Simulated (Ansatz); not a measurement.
System PtSe₂ (space group Ibam, No. 72); source of the atomic positions: coordinates from a relaxation with Ansatz, DFT, PBEsol, plane waves, PAW.

```cif
data_structure
_symmetry_space_group_name_H-M 'Ibam'
_symmetry_Int_Tables_number 72
_cell_length_a 5.3162
_cell_length_b 8.6236
_cell_length_c 5.4446
_cell_angle_alpha 90.000
_cell_angle_beta 90.000
_cell_angle_gamma 90.000
_cell_volume 249.61
loop_
_atom_site_label
_atom_site_type_symbol
_atom_site_symmetry_multiplicity
_atom_site_Wyckoff_symbol
_atom_site_fract_x
_atom_site_fract_y
_atom_site_fract_z
_atom_site_occupancy
Pt1 Pt 4 a 0.00000 0.00000 0.75000 1
Se1 Se 8 j 0.66169 0.88329 0.00000 1
```

Bonds are taken as Pt–Se below 2.8 Å and Se–Se below 2.9 Å. The graph is simplified in the usual way: terminal and isolated atoms are pruned, two-connected atoms become edges.

What net does this leave?

The result is a binodal (3,4)-connected, two-periodic (layers) net: Se is a 3-connected node; Pt is a 4-connected node, in the ratio 2:1. The layers lie parallel to (010).

```tsv
node	links	point symbol	coordination sequence
Se	3	4·6²	3 7 10 13
Pt	4	4²·6²·8²	4 6 10 14
```

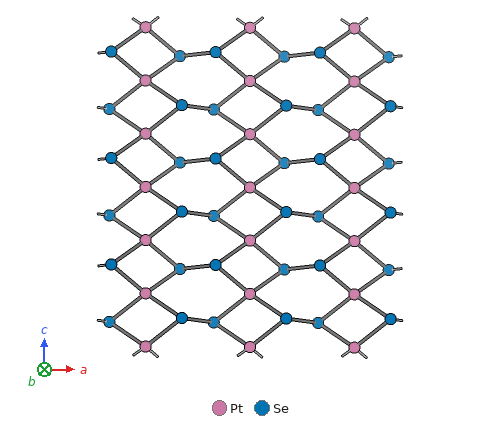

Nodes are coloured by topological kind. One layer is drawn. Edges to nodes outside the piece are drawn as stubs.
